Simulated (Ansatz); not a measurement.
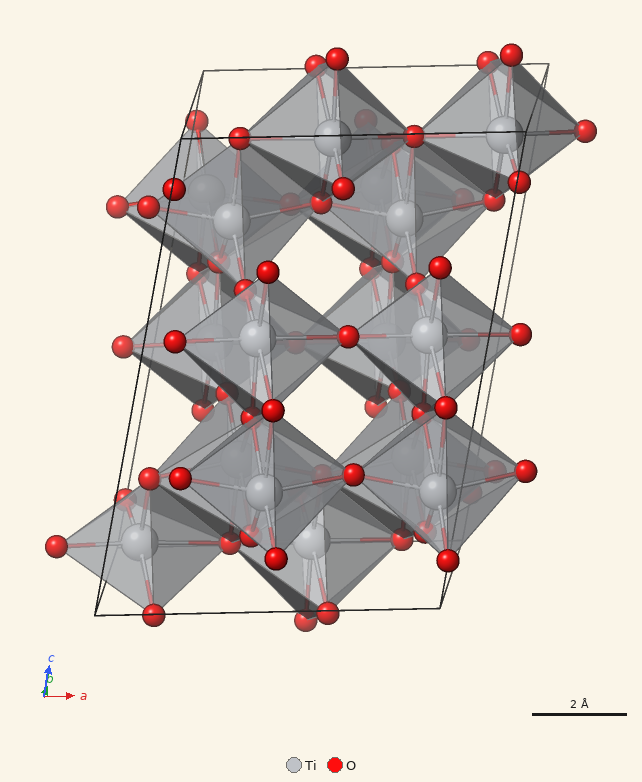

The structure as given in the input (polyhedral view of the cell of the calculation, seen at an oblique angle; polyhedra are completed across the faces of the cell). An atom can appear more than once, as a periodic image.

# Ti16O31 (charge +1): single-point calculation (part 1 of 3)

Ti16O31 (defect cell, 47 atoms in the cell, total charge +1), computed with DFT PBE, scalar-relativistic, plane waves, PAW, spin-polarised (Ansatz 0.2.0).

The structure derives from a Materials Project entry.

### The input
```yaml
crystal:
  lattice:
    - [0.0, -7.533873, 0.0]
    - [-4.225251, -1.883468, -6.328967]
    - [8.081903, -1.883468, -6.328967]
  atoms:
    - { symbol: Ti, position: [0.1782616135, 0.835250558, 0.4512398745] }
    - { symbol: Ti, position: [0.6801683522, 0.8346938315, 0.4455460531] }
    - { symbol: Ti, position: [0.4306418896, 0.3372494615, 0.9471064256] }
    - { symbol: Ti, position: [0.9288187684, 0.3316673584, 0.9470107414] }
    - { symbol: Ti, position: [0.1742526091, 0.540554125, 0.7480663765], spin: 0.2 }
    - { symbol: Ti, position: [0.4260096169, 0.0445357615, 0.2455597147] }
    - { symbol: Ti, position: [0.6749460079, 0.5452864946, 0.7450987293] }
    - { symbol: Ti, position: [0.9310322313, 0.0380529027, 0.2412964256] }
    - { symbol: Ti, position: [0.0723732841, 0.65402493, 0.059458776], spin: 0.2 }
    - { symbol: Ti, position: [0.5714281596, 0.6664955195, 0.0531125858] }
    - { symbol: Ti, position: [0.3224864123, 0.1637080717, 0.5533406211] }
    - { symbol: Ti, position: [0.8193242975, 0.1649113351, 0.5526091025] }
    - { symbol: Ti, position: [0.0738462957, 0.9585913624, 0.7480862968], spin: 0.2 }
    - { symbol: Ti, position: [0.3242375957, 0.4556235081, 0.2570137577] }
    - { symbol: Ti, position: [0.5728009252, 0.9560563708, 0.7549460323] }
    - { symbol: Ti, position: [0.8204368093, 0.452617542, 0.2556277885] }
    - { symbol: O, position: [0.3460846354, 0.2565243353, 0.3725906642] }
    - { symbol: O, position: [0.5935666683, 0.7568371992, 0.8732680769] }
    - { symbol: O, position: [0.840766301, 0.2564323213, 0.3740581008] }
    - { symbol: O, position: [0.1770065675, 0.005452258, 0.2839959499] }
    - { symbol: O, position: [0.6781127575, 0.0052519731, 0.2841202086] }
    - { symbol: O, position: [0.4254876414, 0.5116411433, 0.7867303736] }
    - { symbol: O, position: [0.9264689278, 0.5071202825, 0.7853267944] }
    - { symbol: O, position: [0.0023116859, 0.870351281, 0.1184553525] }
    - { symbol: O, position: [0.5015326488, 0.8662319504, 0.1304921682] }
    - { symbol: O, position: [0.2562566101, 0.3657944085, 0.6255045007] }
    - { symbol: O, position: [0.7510332236, 0.3639816953, 0.6314817174] }
    - { symbol: O, position: [0.152491877, 0.7453921129, 0.6329191756], spin: 0.2 }
    - { symbol: O, position: [0.4047660578, 0.2436416253, 0.126394949] }
    - { symbol: O, position: [0.6573820548, 0.7426686482, 0.6265589504] }
    - { symbol: O, position: [0.909669803, 0.2427415303, 0.1270129512] }
    - { symbol: O, position: [0.087306177, 0.0875081532, 0.5605747024] }
    - { symbol: O, position: [0.3372865372, 0.5939550734, 0.0619351336] }
    - { symbol: O, position: [0.5877379039, 0.0891504565, 0.5631809803] }
    - { symbol: O, position: [0.8352753097, 0.5933945383, 0.0625301749] }
    - { symbol: O, position: [0.2489136978, 0.6342943641, 0.3714669492] }
    - { symbol: O, position: [0.7490162783, 0.6334496672, 0.3687018877] }
    - { symbol: O, position: [0.4938163283, 0.138267256, 0.8682396506] }
    - { symbol: O, position: [1.0029302496, 0.1284083079, 0.8753965419] }
    - { symbol: O, position: [0.1589849497, 0.4235634514, 0.9377696148] }
    - { symbol: O, position: [0.4134483253, 0.9084581266, 0.4366627768] }
    - { symbol: O, position: [0.6646037712, 0.4054844049, 0.936996768] }
    - { symbol: O, position: [0.9147341818, 0.9065166647, 0.4355158253] }
    - { symbol: O, position: [0.0737419684, 0.4899885128, 0.2158424709] }
    - { symbol: O, position: [0.5733917434, 0.4909323809, 0.2146294766] }
    - { symbol: O, position: [0.3234358734, 0.9917969512, 0.7163854441] }
    - { symbol: O, position: [0.8214413769, 0.993373046, 0.7181283622] }
magnetization:
  spin_polarized: true
total_charge: 1
basis:
  ecutwfc: 420
  fft_grid_basis: typed
kpoints:
  mp_grid: { grid: [2, 2, 1] }
hamiltonian:
  xc: pbe
  pseudopotentials: { kind: paw }
scf:
  occupations: { method: gaussian, width: 0.05 }
output:
  forces: true
  stress: false
  eigenvalues: true
  bader: true
  write_density: true
  volumetric_format: npy
  populations: true
```

Hardware: 4 threads of Arm Neoverse N1, 98 GiB of memory available, shared host.

Launch command:
```bash
ansatz run input.yaml --threads 4 --pin off --max-ram 10240MiB --backend cpu --events-out ev --progress --plain --runs-dir out
```

### What the program printed
```
Engine: ansatz 0.2.0, aarch64-unknown-linux-gnu
Pseudopotentials: kind: paw
Pseudopotential: Ti, paw, valence charge 12, recommended cutoff 420 eV (normal), Ti.paw.azcp
Pseudopotential: O, paw, valence charge 6, recommended cutoff 420 eV (normal), O.paw.azcp
Functional definition: PBE
  parameter kappa = 0.804
  parameter beta = 0.06672455060314922
  exchange = pbe_x(kappa = kappa, mu = beta*pi^2/3)
  correlation = pbe_c(beta = beta)
Crystal: 47 atoms, lattice volume = 586.825 Å³
Basis set: ecut = 420 eV, 11453 PW (Γ), exchange–correlation on 108×108×144 points (8 copies of the dense FFT grid, shifted against one another)
Bands: 236, of which v1, the nominal top of the filled ones, is band 189 counted from 1 (188 counted from 0)
Symmetry: 1 space group operations
Space group: P1 (ITA 1), of the structure as read, at distance tolerance 8.4e-5 Å
Magnetic group: BNS 1.1 (UNI 1), of the structure as read, at distance tolerance 8.4e-5 Å
k-points: 4
Non-local potential: Ti, projectors of the file, l = 0: 3, l = 1: 2, l = 2: 3, l = 3: 1
Non-local potential: O, projectors of the file, l = 0: 2, l = 1: 2, l = 2: 1
PAW form: soft (Blöchl's): semilocal exchange-correlation on the pseudo side does not see the compensation charge
PAW one-centre angular grid: Ti, 590 points (default); XC on 64 Gauss nodes
PAW one-centre angular grid: O, 110 points (default); XC on 64 Gauss nodes
Initial density: superposition of atomic densities (chi_scale 0.1, normalization cell, long waves kept (reshape's long-wave potential 0.24 eV rms))
Starting moments: Σ|m| = 0.8 μB on 4 of 47 sites
Initial wavefunctions: pseudopotential atomic-orbital guess
Functional: x = pbe(κ = 0.804, μ = 0.2195149727645171), c = pbe(β = 0.06672455060314922)
SCF iter   1: F=—  HF=-57661.603100 eV  |F-HF|=—  |Δ(HF+E_count)|=         —  Δρ=3.03e-2 (↑3.03e-2 ↓2.95e-2)  dr2=2.53e1  dr2_m=1.23e-1  M=0.998 μB ∫|m|=1.062 μB  β_m=0.30  ethr=3.10e-3  ⟨swp⟩=4.0  Hψ=7067  notcnv=0  defer=27
Mixer restart at iter 1: flushing history
preconditioner: auto → Resta (q_TF=auto, 2.534 Å⁻¹)  ε∞=7.3  [insulator: Δε(μ)=0.150 eV  Ē_g=9.616 eV  σ=0.050 eV  W_gap=0.97  n_scr=158 (ndim 8)  ℏωp=24.2 eV  f_vac=0.044  D(μ)=1.14/eV (n_scr^D=0)  ε∞_Penn≈7.3]
spin=Collinear: Resta preconditioning applied to the charge; magnetization (m = ρ↑ − ρ↓) channel mixes plain (no charge-response kernel on spin).
SCF iter   2: F=—  HF=-57658.768268 eV  |F-HF|=—  |Δ(HF+E_count)|=    2.83e0  Δρ=2.02e-2 (↑2.02e-2 ↓2.01e-2)  dr2=1.19e1  dr2_m=5.92e-2  M=1.000 μB ∫|m|=1.073 μB  β_m=0.53  ethr=3.10e-3  ⟨swp⟩=3.0  Hψ=3225  notcnv=0  defer=313
SCF iter   3: F=—  HF=-57658.551345 eV  |F-HF|=—  |Δ(HF+E_count)|=   2.17e-1  Δρ=9.80e-3 (↑9.71e-3 ↓9.80e-3)  dr2=3.33e0  dr2_m=6.11e-3  M=1.000 μB ∫|m|=1.090 μB  β_m=0.56  ethr=3.10e-3  ⟨swp⟩=2.0  Hψ=2568  notcnv=0  defer=313
SCF iter   4: F=—  HF=-57658.197136 eV  |F-HF|=—  |Δ(HF+E_count)|=   3.54e-1  Δρ=4.65e-3 (↑4.65e-3 ↓4.40e-3)  dr2=5.92e-1  dr2_m=2.66e-3  M=1.000 μB ∫|m|=1.099 μB  β_m=0.61  ethr=8.83e-4  ⟨swp⟩=2.2  Hψ=3120  notcnv=0  defer=318
SCF iter   5: F=—  HF=-57658.259928 eV  |F-HF|=—  |Δ(HF+E_count)|=   6.28e-2  Δρ=2.55e-3 (↑2.55e-3 ↓2.46e-3)  dr2=1.81e-1  dr2_m=7.56e-4  M=1.000 μB ∫|m|=1.097 μB  β_m=0.66  ethr=1.57e-4  ⟨swp⟩=2.0  Hψ=2654  notcnv=0  defer=318
SCF iter   6: F=—  HF=-57658.324228 eV  |F-HF|=—  |Δ(HF+E_count)|=   6.43e-2  Δρ=1.48e-3 (↑1.48e-3 ↓1.46e-3)  dr2=7.41e-2  dr2_m=1.35e-4  M=1.000 μB ∫|m|=1.094 μB  β_m=0.67  ethr=4.80e-5  ⟨swp⟩=2.0  Hψ=2746  notcnv=0  defer=318
SCF iter   7: F=—  HF=-57658.349176 eV  |F-HF|=—  |Δ(HF+E_count)|=   2.49e-2  Δρ=6.80e-4 (↑6.73e-4 ↓6.80e-4)  dr2=1.36e-2  dr2_m=2.83e-5  M=1.000 μB ∫|m|=1.093 μB  β_m=0.72  ethr=1.97e-5  ⟨swp⟩=2.0  Hψ=2738  notcnv=0  defer=318
SCF iter   8: F=—  HF=-57658.362990 eV  |F-HF|=—  |Δ(HF+E_count)|=   1.38e-2  Δρ=3.93e-4 (↑3.93e-4 ↓3.84e-4)  dr2=4.34e-3  dr2_m=1.04e-5  M=1.000 μB ∫|m|=1.092 μB  β_m=0.72  ethr=3.60e-6  ⟨swp⟩=2.0  Hψ=2833  notcnv=0  defer=318
SCF iter   9: F=—  HF=-57658.366201 eV  |F-HF|=—  |Δ(HF+E_count)|=   3.21e-3  Δρ=2.01e-4 (↑2.01e-4 ↓1.93e-4)  dr2=9.72e-4  dr2_m=4.93e-6  M=1.000 μB ∫|m|=1.092 μB  β_m=0.72  ethr=1.15e-6  ⟨swp⟩=2.0  Hψ=2857  notcnv=0  defer=318
SCF iter  10: F=—  HF=-57658.367251 eV  |F-HF|=—  |Δ(HF+E_count)|=   1.05e-3  Δρ=9.59e-5 (↑9.59e-5 ↓9.38e-5)  dr2=2.58e-4  dr2_m=1.09e-6  M=1.000 μB ∫|m|=1.092 μB  β_m=0.73  ethr=2.58e-7  ⟨swp⟩=2.0  Hψ=2932  notcnv=0  defer=318
SCF iter  11: F=—  HF=-57658.367500 eV  |F-HF|=—  |Δ(HF+E_count)|=   2.49e-4  Δρ=5.57e-5 (↑5.57e-5 ↓5.49e-5)  dr2=8.48e-5  dr2_m=1.66e-7  M=1.000 μB ∫|m|=1.092 μB  β_m=0.74  ethr=6.84e-8  ⟨swp⟩=2.0  Hψ=2766  notcnv=0  defer=318
SCF iter  12: F=—  HF=-57658.367651 eV  |F-HF|=—  |Δ(HF+E_count)|=   1.52e-4  Δρ=2.52e-5 (↑2.52e-5 ↓2.45e-5)  dr2=2.15e-5  dr2_m=2.55e-8  M=1.000 μB ∫|m|=1.092 μB  β_m=0.81  ethr=2.25e-8  ⟨swp⟩=2.0  Hψ=2726  notcnv=0  defer=318
SCF iter  13: F=—  HF=-57658.367668 eV  |F-HF|=—  |Δ(HF+E_count)|=   1.67e-5  Δρ=2.37e-5 (↑2.37e-5 ↓2.33e-5)  dr2=1.51e-5  dr2_m=4.16e-9  M=1.000 μB ∫|m|=1.092 μB  β_m=0.70  ethr=5.70e-9  ⟨swp⟩=2.0  Hψ=3076  notcnv=0  defer=318
SCF iter  14: F=—  HF=-57658.367670 eV  |F-HF|=—  |Δ(HF+E_count)|=   2.08e-6  Δρ=8.13e-6 (↑8.13e-6 ↓8.01e-6)  dr2=1.66e-6  dr2_m=5.28e-9  M=1.000 μB ∫|m|=1.092 μB  β_m=0.71  ethr=4.01e-9  ⟨swp⟩=2.0  Hψ=2656  notcnv=0  defer=318
SCF iter  15: F=—  HF=-57658.377612 eV  |F-HF|=—  |Δ(HF+E_count)|=         —  Δρ=8.61e-4 (↑8.61e-4 ↓7.97e-4)  dr2=2.11e-4  dr2_m=3.67e-3  M=1.000 μB ∫|m|=1.160 μB  β_m=1.00  ethr=4.39e-10  ⟨swp⟩=2.0  Hψ=2850  notcnv=0  defer=318
Mixer restart at iter 15: flushing history
SCF iter  16: F=—  HF=-57658.368038 eV  |F-HF|=—  |Δ(HF+E_count)|=   9.57e-3  Δρ=7.66e-4 (↑7.66e-4 ↓6.59e-4)  dr2=3.61e-4  dr2_m=2.67e-3  M=1.000 μB ∫|m|=1.100 μB  β_m=0.71  ethr=1.33e-5  ⟨swp⟩=1.0  Hψ=1888  notcnv=0  defer=318
SCF iter  17: F=—  HF=-57658.367686 eV  |F-HF|=—  |Δ(HF+E_count)|=   3.52e-4  Δρ=2.81e-4 (↑2.65e-4 ↓2.81e-4)  dr2=5.48e-5  dr2_m=3.86e-4  M=1.000 μB ∫|m|=1.095 μB  β_m=0.85  ethr=9.58e-8  ⟨swp⟩=2.0  Hψ=3390  notcnv=0  defer=318
SCF iter  18: F=—  HF=-57658.367732 eV  |F-HF|=—  |Δ(HF+E_count)|=   4.58e-5  Δρ=1.50e-4 (↑1.50e-4 ↓1.19e-4)  dr2=3.41e-4  dr2_m=2.16e-5  M=1.000 μB ∫|m|=1.093 μB  β_m=0.69  ethr=1.45e-8  ⟨swp⟩=2.6  Hψ=3544  notcnv=0  defer=318
SCF iter  19: F=—  HF=-57658.367671 eV  |F-HF|=—  |Δ(HF+E_count)|=   6.15e-5  Δρ=3.35e-5 (↑2.40e-5 ↓3.35e-5)  dr2=6.75e-6  dr2_m=3.08e-6  M=1.000 μB ∫|m|=1.093 μB  β_m=0.69  ethr=1.45e-8  ⟨swp⟩=2.0  Hψ=3420  notcnv=0  defer=318
SCF iter  20: F=—  HF=-57658.367671 eV  |F-HF|=—  |Δ(HF+E_count)|=         —  Δρ=1.76e-5 (↑1.76e-5 ↓1.20e-5)  dr2=2.13e-6  dr2_m=7.51e-7  M=1.000 μB ∫|m|=1.093 μB  ethr=1.79e-9  ⟨swp⟩=2.0  Hψ=3368  notcnv=0  defer=318
Mixer restart at iter 20: flushing history
SCF iter  21: F=—  HF=-57658.367671 eV  |F-HF|=—  |Δ(HF+E_count)|=         —  Δρ=4.08e-6 (↑4.08e-6 ↓4.04e-6)  dr2=4.79e-7  dr2_m=1.37e-9  M=1.000 μB ∫|m|=1.092 μB  β_m=0.69  ethr=4.39e-10  ⟨swp⟩=3.4  Hψ=4874  notcnv=0  defer=316
SCF iter  22: F=—  HF=-57658.367671 eV  |F-HF|=—  |Δ(HF+E_count)|=   1.79e-7  Δρ=3.67e-6 (↑3.67e-6 ↓3.66e-6)  dr2=3.51e-7  dr2_m=2.46e-10  M=1.000 μB ∫|m|=1.092 μB  β_m=0.59  ethr=1.27e-10  ⟨swp⟩=2.0  Hψ=2974  notcnv=0  defer=316
SCF iter  23: F=—  HF=-57658.377698 eV  |F-HF|=—  |Δ(HF+E_count)|=         —  Δρ=8.45e-4 (↑8.45e-4 ↓8.25e-4)  dr2=1.83e-4  dr2_m=3.72e-3  M=1.000 μB ∫|m|=1.120 μB  β_m=1.00  ethr=9.32e-11  ⟨swp⟩=2.0  Hψ=2680  notcnv=0  defer=316
Mixer restart at iter 23: flushing history
SCF iter  24: F=—  HF=-57658.368042 eV  |F-HF|=—  |Δ(HF+E_count)|=   9.66e-3  Δρ=7.29e-4 (↑7.29e-4 ↓7.03e-4)  dr2=2.87e-4  dr2_m=2.70e-3  M=1.000 μB ∫|m|=1.092 μB  β_m=0.59  ethr=1.33e-5  ⟨swp⟩=1.0  Hψ=1888  notcnv=0  defer=316
SCF iter  25: F=—  HF=-57658.367708 eV  |F-HF|=—  |Δ(HF+E_count)|=   3.34e-4  Δρ=3.52e-4 (↑3.52e-4 ↓3.28e-4)  dr2=3.12e-5  dr2_m=6.14e-4  M=1.000 μB ∫|m|=1.092 μB  β_m=0.80  ethr=7.62e-8  ⟨swp⟩=2.2  Hψ=3450  notcnv=0  defer=316
SCF iter  26: F=—  HF=-57658.367722 eV  |F-HF|=—  |Δ(HF+E_count)|=   1.35e-5  Δρ=1.51e-4 (↑1.11e-4 ↓1.51e-4)  dr2=2.97e-4  dr2_m=2.19e-5  M=1.000 μB ∫|m|=1.092 μB  β_m=0.65  ethr=8.27e-9  ⟨swp⟩=3.9  Hψ=4190  notcnv=0  defer=316
SCF iter  27: F=—  HF=-57658.367670 eV  |F-HF|=—  |Δ(HF+E_count)|=   5.19e-5  Δρ=3.35e-5 (↑3.35e-5 ↓2.51e-5)  dr2=5.72e-6  dr2_m=3.60e-6  M=1.000 μB ∫|m|=1.092 μB  β_m=0.70  ethr=8.27e-9  ⟨swp⟩=3.0  Hψ=4079  notcnv=0  defer=316
SCF iter  28: F=—  HF=-57658.367671 eV  |F-HF|=—  |Δ(HF+E_count)|=         —  Δρ=1.69e-5 (↑1.45e-5 ↓1.69e-5)  dr2=2.83e-6  dr2_m=7.83e-7  M=1.000 μB ∫|m|=1.092 μB  ethr=1.52e-9  ⟨swp⟩=2.8  Hψ=3490  notcnv=0  defer=316
Mixer restart at iter 28: flushing history
SCF iter  29: F=—  HF=-57658.367671 eV  |F-HF|=—  |Δ(HF+E_count)|=         —  Δρ=1.34e-6 (↑1.34e-6 ↓1.33e-6)  dr2=6.93e-8  dr2_m=1.20e-10  M=1.000 μB ∫|m|=1.092 μB  β_m=0.70  ethr=9.32e-11  ⟨swp⟩=3.0  Hψ=4644  notcnv=0  defer=316
SCF iter  30: F=—  HF=-57658.367671 eV  |F-HF|=—  |Δ(HF+E_count)|=   3.78e-8  Δρ=1.13e-6 (↑1.13e-6 ↓1.10e-6)  dr2=3.96e-8  dr2_m=6.64e-11  M=1.000 μB ∫|m|=1.092 μB  β_m=0.75  ethr=1.84e-11  ⟨swp⟩=2.0  Hψ=2923  notcnv=0  defer=316
SCF iter  31: F=-57658.367671 eV  HF=-57658.367671 eV  |F-HF|=1.28e-8  |Δ(HF+E_count)|=   1.71e-8  Δρ=1.08e-6 (↑1.08e-6 ↓1.08e-6)  dr2=3.33e-8  dr2_m=7.73e-12  M=1.000 μB ∫|m|=1.092 μB  ethr=1.05e-11  ⟨swp⟩=12.1  Hψ=10661  notcnv=0
SCF 1 converged in 31 iterations: F = -57658.367671 eV  dr2 = 3.33e-8
  greatest PAW one-centre occupation: 0.999 electrons in one spin orbital (limit 2), on the Ti atom at site 5 (counted from 0), in its partial waves of l = 0
```
